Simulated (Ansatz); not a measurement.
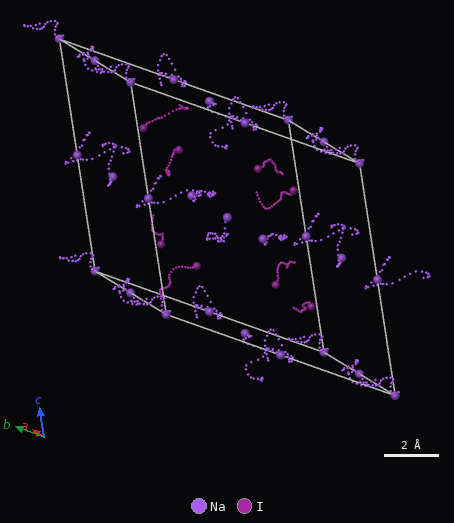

Molecular dynamics of a 16-atom cell of NaI (set up in Fm-3m), 450 fs long. Dots mark each atom's position at evenly spaced times, in the colour of its element; spheres stand at the starting positions. Seen from a free direction in the reduced simulation cell.

All numbers below come from DFT PBE, scalar-relativistic, plane waves, PAW (Ansatz 0.2.0). Set-up: plane-wave cutoff 420 eV; k-point mesh 1 × 1 × 1; Fermi-Dirac smearing 0.05 eV; Langevin thermostat (NVT); set temperature 1200 K; time step 3 fs; friction 0.01 per fs.

Describe the motion.

In the second half of the run the atoms are, in the root-mean-square, this far from where they began (common drift taken out): Na 1.17 Å, I 1.12 Å. That is a large part of the typical shortest distance between atoms in the first frame, about 3.3 Å and still growing: the atoms leave their places as in a liquid, so the crystal loses its order.

Cost: 12 min on 1 thread of Arm Neoverse V1, with other jobs on the host, peak memory 0.62 GiB.
